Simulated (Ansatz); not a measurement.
SnO2

The calculation's input:

```
crystal:
  lattice:
    - [4.827190347, -4.827190347, 0.0]
    - [-4.827190347, -4.827190347, 0.0]
    - [0.0, 4.827190347, -6.4763044993]
  atoms:
    - { symbol: Sn, position: [0.625, 0.125, 0.25] }
    - { symbol: Sn, position: [0.375, 0.875, 0.75] }
    - { symbol: Sn, position: [0.125, 0.625, 0.25] }
    - { symbol: Sn, position: [0.875, 0.375, 0.75] }
    - { symbol: Sn, position: [0.25, 0.25, 0.5] }
    - { symbol: Sn, position: [0.0, 1.0, 0.0] }
    - { symbol: Sn, position: [0.75, 0.75, 0.5] }
    - { symbol: Sn, position: [0.5, 0.5, 0.0] }
    - { symbol: O, position: [0.3184234766, 0.125, 0.25] }
    - { symbol: O, position: [0.0684234766, 0.875, 0.75] }
    - { symbol: O, position: [0.8184234766, 0.625, 0.25] }
    - { symbol: O, position: [0.5684234766, 0.375, 0.75] }
    - { symbol: O, position: [0.9315765234, 0.125, 0.25] }
    - { symbol: O, position: [0.6815765234, 0.875, 0.75] }
    - { symbol: O, position: [0.4315765234, 0.625, 0.25] }
    - { symbol: O, position: [0.1815765234, 0.375, 0.75] }
    - { symbol: O, position: [0.75, 0.4434234766, 0.5] }
    - { symbol: O, position: [0.5, 0.1934234766, 0.0] }
    - { symbol: O, position: [0.25, 0.9434234766, 0.5] }
    - { symbol: O, position: [0.0, 0.6934234766, 0.0] }
    - { symbol: O, position: [0.75, 0.0565765234, 0.5] }
    - { symbol: O, position: [0.5, 0.8065765234, 0.0] }
    - { symbol: O, position: [0.25, 0.5565765234, 0.5] }
    - { symbol: O, position: [0.0, 0.3065765234, 0.0] }
basis:
  ecutwfc: 420
  xc_grid: 2
kpoints:
  mp_grid: { grid: [3, 3, 3], shift: [0.0, 0.0, 0.0] }
hamiltonian:
  xc: pbe
scf:
  occupations: { method: gaussian, width: 0.01 }
output:
  forces: true
  stress: true
  eigenvalues: true
  write_density: true
  write_potential: true
  elf: true
  volumetric_format: npy
```

Command:

```sh
ansatz run input.yaml --threads 4 --pin off --max-ram 10240MiB --backend cpu --events-out ev --progress --plain --runs-dir out
```

Space group P4₂/mnm; a structure from a database of computed crystals, not necessarily the ambient phase.

The calculation used DFT PBE, scalar-relativistic, plane waves, PAW (Ansatz).

Question: Predict the valence pseudo-density and electron localisation function between the atoms.

Answer: Sn–O (2.09 Å): ρ at the midpoint is about 0.61 e/Å³; the ELF peaks at about 0.80 in the valence shell of O, 0.6 Å from its nucleus, and is about 0.25 at the midpoint (no shared electron pair shows on this line).

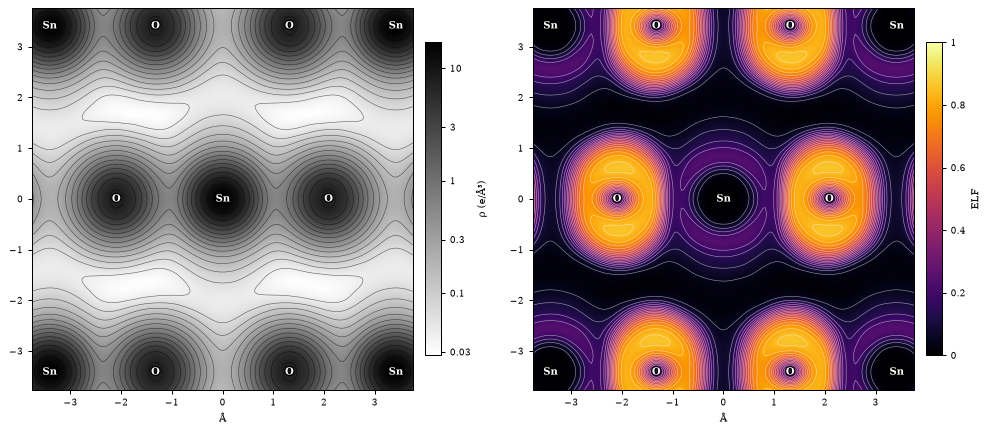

Computed valence pseudo-density and electron localisation function on the (001) plane of the calculation cell, in this order. 
